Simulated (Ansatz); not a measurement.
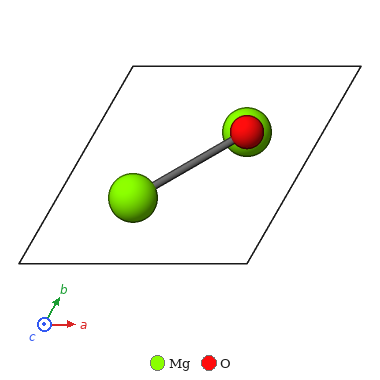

The system is MgO (P6_3/mmc, No. 194; 12 atoms in the cell); the picture shows the reference structure. Gamma surface: rigid slide across a plane, one fault a cell; the plane is (0 0 1) of the conventional cell, and the faces at the cut hold Mg/O and Mg/O. Places are given modulo a cell vector. The map is drawn in real space over the plane of the slide. Nothing is relaxed (rigid halves, spacing across the cut fixed). The scan uses a 12 × 12 grid; 31 points were computed and 113 follow by symmetry. All energies are given in meV/Å² relative to the lowest grid point. Computed with DFT PBE, scalar-relativistic, plane waves, PAW in Ansatz. Settings: cutoff 520 eV, k-mesh 7×7×2 in the order of the run's cell vectors, gaussian smearing 0.05 eV, no spin polarisation.

Its coordinates:

```yaml
crystal:
  lattice:
    - [-3.52132, 0.00000, 0.00000]
    - [-1.76066, -3.04955, 0.00000]
    - [0.00000, 0.00000, 12.71815]
  atoms:
    - { symbol: Mg, position: [0.66667, 0.66667, 0.08335] }
    - { symbol: Mg, position: [0.66667, 0.66667, 0.41668] }
    - { symbol: Mg, position: [0.66667, 0.66667, 0.75002] }
    - { symbol: Mg, position: [0.33333, 0.33333, 0.91668] }
    - { symbol: Mg, position: [0.33333, 0.33333, 0.25002] }
    - { symbol: Mg, position: [0.33333, 0.33333, 0.58335] }
    - { symbol: O, position: [0.66667, 0.66667, 0.91668] }
    - { symbol: O, position: [0.66667, 0.66667, 0.25002] }
    - { symbol: O, position: [0.66667, 0.66667, 0.58335] }
    - { symbol: O, position: [0.33333, 0.33333, 0.08335] }
    - { symbol: O, position: [0.33333, 0.33333, 0.41668] }
    - { symbol: O, position: [0.33333, 0.33333, 0.75002] }
```

Range: slide along a1 from 0.000 to 0.917; slide along a2 from 0.000 to 0.917.

What will the energy surface look like?

Answer. The lowest grid point is at (0/12, 0/12) of the cell vectors. No other kind of well shows on this grid. The highest grid point, (4/12, 4/12) of the cell vectors, lies 283 meV/Å² above the lowest. On the interpolated surface the easiest way out of the lowest well to its copy in the next cell or period passes a barrier of about 230 meV/Å². The gap on the k-mesh is 3.3 eV at the lowest point and runs from 0.9 to 3.3 eV over the map.

| slide along a2 ↓, slide along a1 → | 0/12 | 1/12 | 2/12 | 3/12 | 4/12 | 5/12 | 6/12 | 7/12 | 8/12 | 9/12 | 10/12 | 11/12 |
| --- | --- | --- | --- | --- | --- | --- | --- | --- | --- | --- | --- | --- |
| 11/12 | 13 | 13 | 40 | 88 | 148 | 203 | 237 | 237 | 203 | 148 | 88 | 40 |
| 10/12 | 51 | 38 | 51 | 88 | 141 | 197 | 241 | 258 | 241 | 197 | 141 | 88 |
| 9/12 | 107 | 84 | 84 | 107 | 148 | 197 | 243 | 271 | 271 | 243 | 197 | 148 |
| 8/12 | 168 | 143 | 135 | 143 | 168 | 203 | 241 | 271 | 282 | 271 | 241 | 203 |
| 7/12 | 216 | 200 | 191 | 191 | 200 | 216 | 237 | 258 | 271 | 271 | 258 | 237 |
| 6/12 | 234 | 235 | 238 | 239 | 238 | 235 | 234 | 237 | 241 | 243 | 241 | 237 |
| 5/12 | 216 | 235 | 256 | 270 | 270 | 256 | 235 | 216 | 203 | 197 | 197 | 203 |
| 4/12 | 168 | 200 | 238 | 270 | 283 | 270 | 238 | 200 | 168 | 148 | 141 | 148 |
| 3/12 | 107 | 143 | 191 | 239 | 270 | 270 | 239 | 191 | 143 | 107 | 88 | 88 |
| 2/12 | 51 | 84 | 135 | 191 | 238 | 256 | 238 | 191 | 135 | 84 | 51 | 40 |
| 1/12 | 13 | 38 | 84 | 143 | 200 | 235 | 235 | 200 | 143 | 84 | 38 | 13 |
| 0/12 | 0 | 13 | 51 | 107 | 168 | 216 | 234 | 216 | 168 | 107 | 51 | 13 |

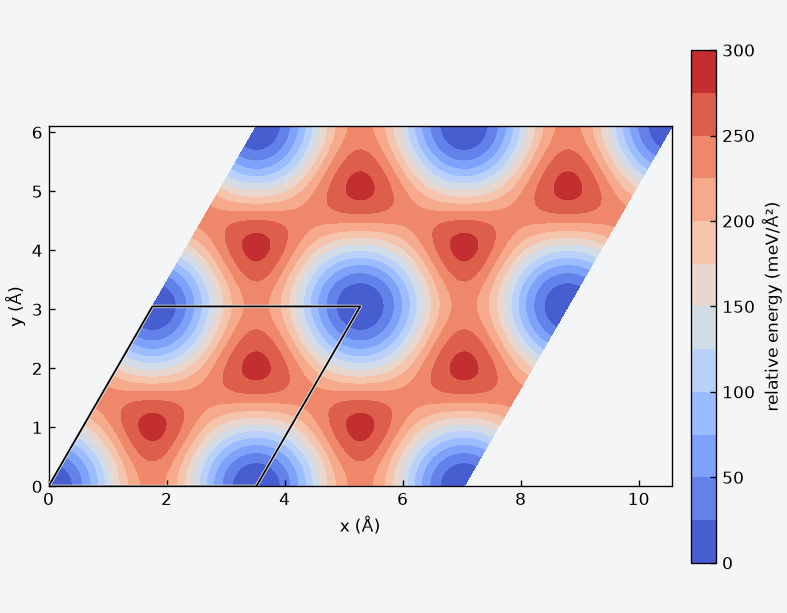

The picture shows filled contours, the outline of one cell of the 2 × 2 shown. Between grid points the surface is interpolated.

The whole map (31 points run) took 15 min on 2 threads of Arm Neoverse N1 (shared host).

PAW datasets: the set soft_1.
